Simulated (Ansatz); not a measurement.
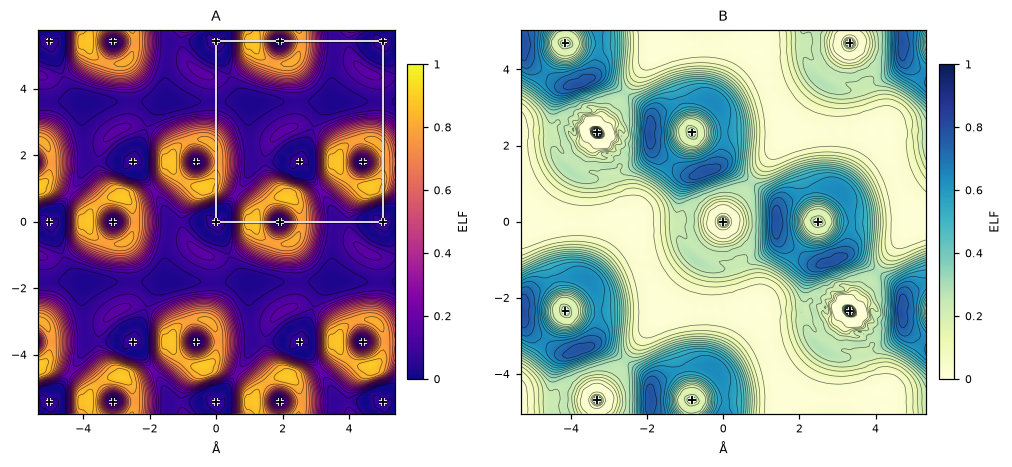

The ELF of 2 systems, each on a plane through atoms (crosses mark nuclei in the plane).

Computed with Ansatz 0.2.0, DFT PBE, scalar-relativistic, plane waves, PAW.

System 1: GaAs, the (100) plane of the calculation cell. Space group F-43m.

```
CELL_PARAMETERS angstrom
-5.74538 -5.74538 5.74538
5.74538 -5.74538 -5.74538
5.74538 5.74538 5.74538
ATOMIC_POSITIONS crystal
Ga 0.25000 0.50000 0.25000
Ga 0.00000 0.50000 0.50000
Ga 0.50000 0.25000 0.25000
Ga 0.25000 0.25000 0.50000
Ga 0.00000 0.25000 0.75000
Ga 0.75000 0.50000 0.75000
Ga 0.50000 0.50000 0.00000
Ga 0.00000 0.75000 0.25000
Ga 0.75000 0.00000 0.25000
Ga 0.50000 0.00000 0.50000
Ga 0.25000 0.00000 0.75000
Ga 0.00000 0.00000 0.00000
Ga 0.75000 0.25000 0.00000
Ga 0.75000 0.75000 0.50000
Ga 0.50000 0.75000 0.75000
Ga 0.25000 0.75000 0.00000
As 0.25000 0.75000 0.25000
As 0.00000 0.75000 0.50000
As 0.50000 0.50000 0.25000
As 0.25000 0.50000 0.50000
As 0.00000 0.50000 0.75000
As 0.75000 0.75000 0.75000
As 0.50000 0.75000 0.00000
As 0.00000 0.00000 0.25000
As 0.75000 0.25000 0.25000
As 0.50000 0.25000 0.50000
As 0.25000 0.25000 0.75000
As 0.00000 0.25000 0.00000
As 0.75000 0.50000 0.00000
As 0.75000 0.00000 0.50000
As 0.50000 0.00000 0.75000
As 0.25000 0.00000 0.00000
```

System 2: AlN, the (110) plane of the conventional cell. Space group P6₃mc.

```yaml
crystal:
  lattice:
    - [3.13025, 0.00000, 0.00000]
    - [-1.56512, 2.71087, 0.00000]
    - [0.00000, 0.00000, 5.01796]
  atoms:
    - { symbol: Al, position: [0.33333, 0.66667, 0.99923] }
    - { symbol: Al, position: [0.66667, 0.33333, 0.49923] }
    - { symbol: N, position: [0.33333, 0.66667, 0.38077] }
    - { symbol: N, position: [0.66667, 0.33333, 0.88077] }
```

Question: Match each panel to its system.

Answer: Panel A is system 2, AlN: the plane holds Al and N. Al–N (1.90 Å): the ELF peaks at about 0.90 between the atoms, as expected for a shared but strongly polarised pair. Panel B is system 1, GaAs: the plane holds Ga and As. Ga–As (2.49 Å): the ELF peaks at about 0.80 between the atoms, as expected for localised, covalent bonding.
